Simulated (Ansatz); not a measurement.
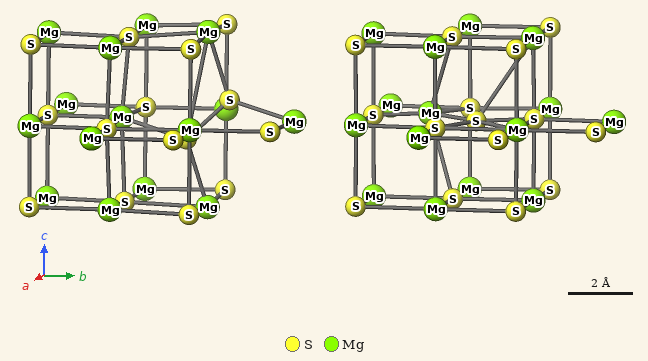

Two geometries of a defect cell of composition S33Mg32, drawn at one scale. One is the start of a relaxation, the other its converged end. A ball-and-stick model of the atoms within 5.0 Å of the atom that moves most (axes of the cell of the calculation (origin shifted)), seen slightly off an axis.

Theory: Ansatz, DFT, PBEsol, PAW, plane waves. Settings: plane-wave cutoff 420 eV; k-point mesh 1 × 1 × 1; mesh shifted by (0.25, 0.25, 0.25); no spin polarisation; atoms relaxed in a fixed cell; force threshold 0.03 eV/Å; at most 80 steps.

Q: Which of the two is the end point?

A: The left one is the relaxed one. The atom that moves furthest is an S atom (1.24 Å along [−1 3 −2]). Largest moves by element: S 1.24 Å, Mg 1.20 Å. The lattice vectors keep their values. Among the contacts that change: Mg–Mg 2.313 → 3.544 Å, S–S 1.942 → 3.034 Å, Mg–S 3.693 → 2.696 Å, Mg–S 2.589 → 3.501 Å. New bonds form, among them: Mg–S (3.23 → 2.38 Å), Mg–S (3.69 → 2.70 Å). Bonds break, among them: Mg–S (2.61 → 3.46 Å), S–S (1.94 → 3.03 Å). Among the angles between lasting bonds that change: Mg–S–Mg 178.5° → 114.3°, S–Mg–S 150.2° → 95.0°, S–Mg–S 105.6° → 160.1°. The energy falls by 8.609 eV per cell of the calculation in 13 geometry steps. Largest force component: 8.2 eV/Å at the start, 0.013 eV/Å at the end.
